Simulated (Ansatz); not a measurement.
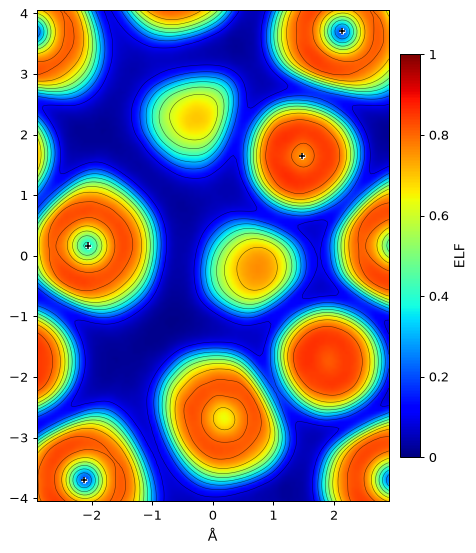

The electron localisation function on a plane through atoms (crosses mark nuclei in the plane).

Computed with DFT PBE, scalar-relativistic, plane waves, PAW in Ansatz 0.2.0.

Candidates:
A. HfO$_{2}$, a = 5.11 Å, b = 5.27 Å, c = 5.35 Å, α = 89.12°, β = 79.91°, γ = 89.03°. Space group P-1.
B. CdTe, a = 6.62 Å, b = 6.62 Å, c = 6.62 Å, α = 90.00°, β = 90.00°, γ = 90.00°. Space group F-43m.
C. Ti (slab), a = 5.29 Å, b = 5.68 Å, c = 31.14 Å, α = 90.00°, β = 90.00°, γ = 90.00°. Not relaxed (largest force 1.2 eV/Å); computed without spin polarisation.

Which candidate gave the map?

Answer. Candidate A: HfO$_{2}$ on the (011) plane of the conventional cell, which holds Hf and O. Hf–O (2.16 Å): the ELF peaks at about 0.85 in the valence shell of O, 0.6 Å from its nucleus, and drops to about 0.15 between the two atoms; no shared electron pair shows on this line.
